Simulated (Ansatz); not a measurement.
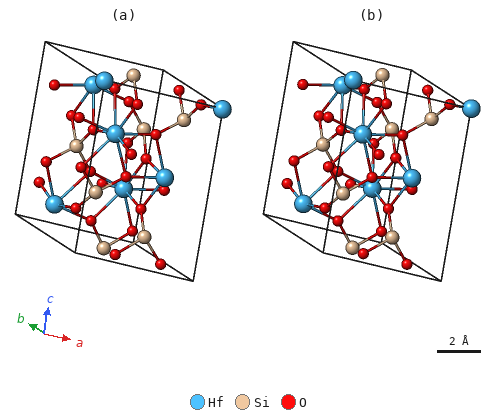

The structure of solid HfSiO$_{4}$ (set up in P1) before (left) and after (right) a relaxation, at one scale.

The picture is a ball-and-stick view of the cell of the calculation, seen slightly off an axis.

Level of theory: DFT PBEsol, scalar-relativistic, plane waves, PAW in Ansatz 0.2.0. (plane-wave cutoff 420 eV; k-point mesh 2 × 2 × 2; occupations gaussian; smearing width 0.02 eV; no spin polarisation; atoms relaxed in a fixed cell; force threshold 0.03 eV/Å; at most 25 steps)

Summarise the run.

Answer. After 3 accepted moves (4 points after the start) the energy has fallen by 40.9 meV per atom. The largest force component goes from 3.9 to 0.0011 eV/Å. 1 step only repeated the SCF at the same geometry. The largest move is that of an O atom, 0.10 Å roughly along [−3 −1 −1]. By element the largest moves are O 0.10 Å, Si 0.10 Å, Hf 0.09 Å. The lattice vectors keep their values. Among the contacts that change: Hf–O 2.427 → 2.256 Å, Hf–O 2.151 → 2.256 Å, O–Si 1.734 → 1.630 Å, Hf–O 2.346 → 2.256 Å. Bond angles that change, for instance: O–Si–O 122.1° → 116.2°, O–Si–O 91.0° → 96.6°, Hf–O–Si 144.4° → 149.4°. The space group (tolerance 0.01 Å) goes from P1 (No. 1) to I4_1/amd (No. 141). Cost: 31 s on 8 threads of Arm Neoverse V2, on a shared host, peak memory 2.7 GiB.
